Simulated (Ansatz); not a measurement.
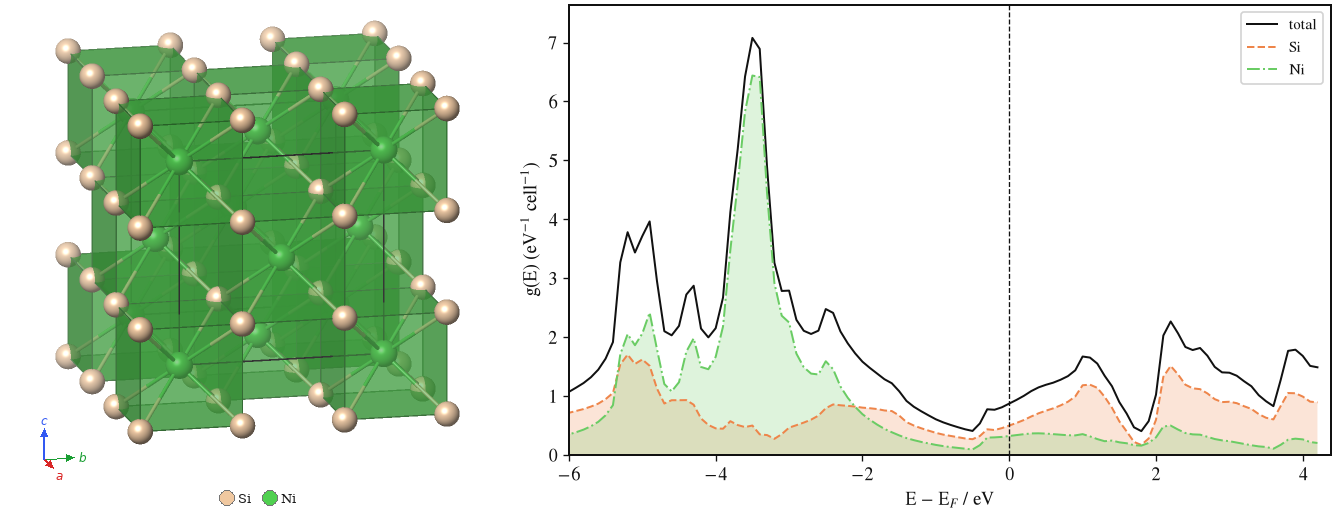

Density of states, beside the structure. Energies are counted from the Fermi level. The partial curves are projected on Löwdin-orthogonalised atomic shells.

The material is Si₂Ni, space group Fm-3m, 3 atoms in the cell.

Ansatz; DFT PBEsol, scalar-relativistic, plane waves, PAW, no spin polarisation, 14×14×14 k mesh, 420 eV cutoff.

> Metal or insulator, and how many states lie at the Fermi level?

It is a metal. The density of states at the Fermi level is about 0.87 per eV and cell (mean within 0.25 eV), or 0.29 per atom.

> Where is the tallest peak in the window, and which states make it?

The tallest peak in the window is at −3.5 eV; by projected weight it is Ni almost alone.

> Which states dominate at the Fermi level?

By projected weight, the states within 0.3 eV of the Fermi level are Si (60 %) and Ni (40 %).

The run has no spin polarisation, so a magnetic state may lie lower.
